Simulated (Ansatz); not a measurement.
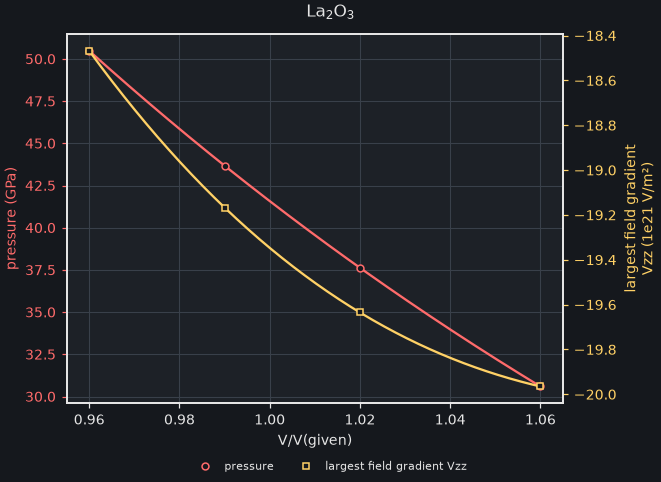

Plotted: pressure and largest field gradient Vzz against V/V(given) for La₂O₃, space group P321 (No. 150).

Cell as given: a = 3.930 Å, b = 3.930 Å, c = 6.120 Å, α = 90.00°, β = 90.00°, γ = 120.00°; 5 atoms.

Computed with Ansatz 0.2.0: periodic Kohn-Sham DFT of a crystal at fixed atoms, scaled to the stated factor times the given cell; pressure positive in compression. Level: PBE.

```csv
setting,value
method,frozen-core PAW
relativity,scalar
k mesh,6×6×4
occupations,Fermi–Dirac
smearing width,0.02 eV
wave cutoff,420 eV
PAW set,soft_2
```

V(given) is 16.37 Å³/atom.

Give the values behind the plot as a table.

```
V/V(given)  pressure (GPa)  largest field gradient Vzz (1e21 V/m²)
      0.96            50.5                                 -18.468
      0.99            43.7                                 -19.167
      1.02            37.6                                 -19.635
      1.06            30.6                                 -19.965
```

Note: field gradient without spin-orbit coupling on heavy atoms; no gap: field gradients move with the k mesh; no spin-orbit coupling on heavy atoms; the volumes run don't bracket the minimum of the energy, so any equilibrium value is extrapolated; shape and atomic fractions are frozen while scaling, which makes layered, chain and framework solids too stiff.
